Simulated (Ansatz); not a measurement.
```yaml
crystal:
  lattice:
    - [3.83191, 0.00000, 0.00000]
    - [-1.91595, 3.31853, 0.00000]
    - [0.00000, 0.00000, 6.34182]
  atoms:
    - { symbol: Si, position: [0.33333, 0.66667, 0.06309] }
    - { symbol: Si, position: [0.66667, 0.33333, 0.56309] }
    - { symbol: Si, position: [0.33333, 0.66667, 0.43691] }
    - { symbol: Si, position: [0.66667, 0.33333, 0.93691] }
```

Space group P6₃/mmc; a structure from a database of computed crystals, not necessarily the ambient phase.

Theory: DFT r2SCAN, scalar-relativistic, plane waves, PAW (Ansatz 0.2.0).

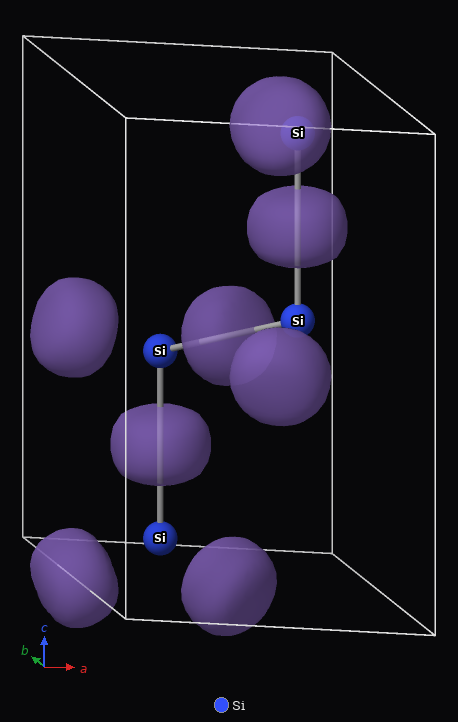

Si. Isosurface of the ELF at 0.85 (purple), seen slightly off an axis. Only the valence region is drawn (cores and ρ < 0.01 e/Å³ removed). Sticks mark near contacts.

Core electrons are frozen (PAW), and the valence fields are smoothed inside the atomic spheres.

Identify the bonds, lone pairs and shells in this picture.

Answer. The ELF exceeds this value in eight regions between bonded Si–Si atoms (shared pairs), counted in one cell of 4 atoms. Any copies at cell faces, edges or corners count once. Profiles from the grid: Si–Si (2.35 Å): the ELF peaks at about 0.95 between the atoms, as expected for localised, covalent bonding.

Does the calculation make it a metal, or give it a gap?

Answer. It is gapped, with a Kohn–Sham gap of 0.61 eV on the k-point mesh (the band edges may lie off the mesh, which would make the gap smaller).
